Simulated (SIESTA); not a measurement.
# Energy of CoO along an even scaling of the cell

System: CoO (Fm-3m, 2 atoms in the cell).
Method: Kohn-Sham DFT of a periodic cell, PBEsol, PseudoDojo 0.4 standard, converted to PSML, spin-polarised (SIESTA 5.4.2).

The 7 runs differ only in the geometry, by an even scaling of the cell at fixed fractional positions. The structure derives from an entry of the Crystallography Open Database.

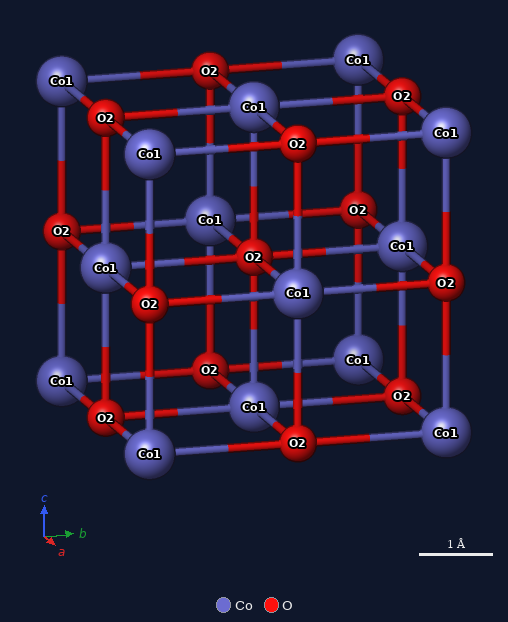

Figure 1. The structure of run 4 (ball-and-stick view of the cell 4 times as large as that of the calculation, set on its symmetry axes, seen slightly off an axis; atoms are numbered from 1 in the order of the input). An atom can appear more than once, as a periodic image.

## Input of run 4
```
SystemName                      CoO
SystemLabel                     CoO
NumberOfSpecies                 2
NumberOfAtoms                   2
%block ChemicalSpeciesLabel
  1  27 Co
  2   8 O
%endblock ChemicalSpeciesLabel

LatticeConstant                 1.0 Ang
%block LatticeVectors
     0.0000000000     2.1315000000     2.1315000000
     2.1315000000     0.0000000000     2.1315000000
     2.1315000000     2.1315000000     0.0000000000
%endblock LatticeVectors
AtomicCoordinatesFormat         Fractional
%block AtomicCoordinatesAndAtomicSpecies
     0.0000000000     0.0000000000     0.0000000000  1  Co
     0.5000000000     0.5000000000     0.5000000000  2  O
%endblock AtomicCoordinatesAndAtomicSpecies

%block kgrid.MonkhorstPack
    8   0   0  0.0
    0   8   0  0.0
    0   0   8  0.0
%endblock kgrid.MonkhorstPack
XC.Functional                   GGA
XC.Authors                      PBEsol
PAO.BasisSize                   DZP
PAO.EnergyShift                 0.003 Ry
Mesh.Cutoff                     800 Ry
Spin                            polarized
%block DM.InitSpin
    1   2.000
    2   0.000
%endblock DM.InitSpin
OccupationFunction              FD
ElectronicTemperature           0.05 eV
MaxSCFIterations                200
SCF.MustConverge                false
SCF.Mixer.Method                Pulay
SCF.Mixer.Weight                0.1
SCF.Mixer.History               10
SCF.DM.Tolerance                5.0e-05
SCF.H.Tolerance                 1.0e-03 eV
WriteForces                     true
Charge.Mulliken                 end
%block PAO.Basis
  Co 5
  n=3 0 2
    2.527 0.000
  n=4 0 2
    7.312 0.000
  n=3 1 2
    2.827 0.000
  n=4 1 1
    7.312
  n=3 2 2
    4.649 0.000
%endblock PAO.Basis
```

Command:
```bash
siesta CoO.fdf > CoO.out 2>&1
```

Run 3 differs from it as follows:
```diff
-     0.0000000000     2.1315000000     2.1315000000
-     2.1315000000     0.0000000000     2.1315000000
-     2.1315000000     2.1315000000     0.0000000000
+     0.0000000000     2.1171941998     2.1171941998
+     2.1171941998     0.0000000000     2.1171941998
+     2.1171941998     2.1171941998     0.0000000000
```

## Results, with one run withheld

| run | volume per atom (Å³) | free energy per atom, from the lowest run given (meV) | pressure (GPa) |
| --- | --- | --- | --- |
| 1 | 9.103 | 0.00 | 0.43 |
| 2 | 9.297 | 2.08 | −3.63 |
| 3 | 9.490 | ? | ? |
| 4 | 9.684 | 18.60 | −10.15 |
| 5 | 9.878 | 32.77 | −13.20 |
| 6 | 10.071 | 50.28 | −15.67 |
| 7 | 10.265 | 70.75 | −18.25 |

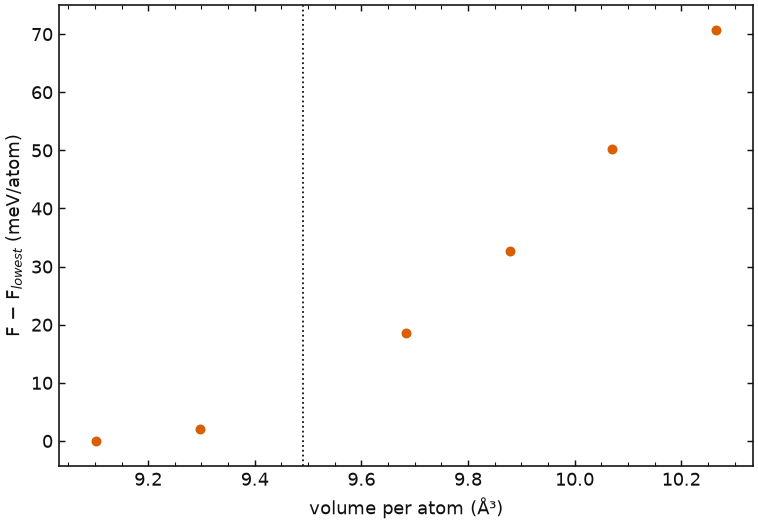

Figure 2. Free energy per atom of the runs given; the dotted line marks run 3.

Fit the runs given and predict run 3.

A cubic polynomial in V^(−2/3) (the Birch–Murnaghan form), fitted to the 6 runs given, misses them by at most 0.10 meV per atom. With x = V^(−2/3) − 0.21984 Å⁻², it reads F = 19.817 − 4304.8 x + 2.3878e+05 x² − 5.1532e+05 x³ (meV per atom). At run 3 it gives 8.32 meV per atom, and the run itself gives 8.38. The slope of the fit gives a pressure −dF/dV of −6.95 GPa there, and the run prints −6.72 GPa. The two needn't agree exactly: the fit is approximate, and the printed stress is taken on a finite basis. The fit has its minimum at 9.117 Å³ per atom, where V d²F/dV² gives 184 GPa: the bulk modulus at this level, since symmetry fixes the shape and the positions.

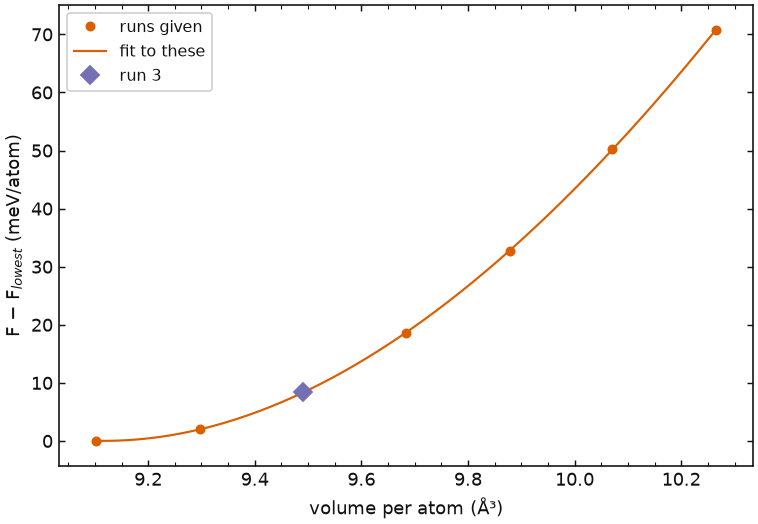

Figure 3. The fit and the withheld run.

## Some lines of the output (run 3)
```
[...]
outcell: Cell volume (Ang**3)        :     18.9807
stepf: Fermi-Dirac step function
siesta: Etot    =     -4601.571356
siesta: FreeEng =     -4601.604415
        iscf     Eharris(eV)        E_KS(eV)     FreeEng(eV)     dDmax    Ef(eV) dHmax(eV)
siesta: E_KS(eV) =            -4605.5057
siesta: E_KS - E_eggbox =     -4605.5057
siesta: Etot    =     -4605.505662
siesta: FreeEng =     -4605.538384
siesta:         Fermi =      -4.649107
siesta: Cell volume =         18.980694 Ang**3
    Orbital volume contribution        =           1.106208 eV
```

Notes: Points of doubt noted for this run: mulliken charges of long orbitals. With a small basis of atomic orbitals these values can differ much from converged plane-wave results.
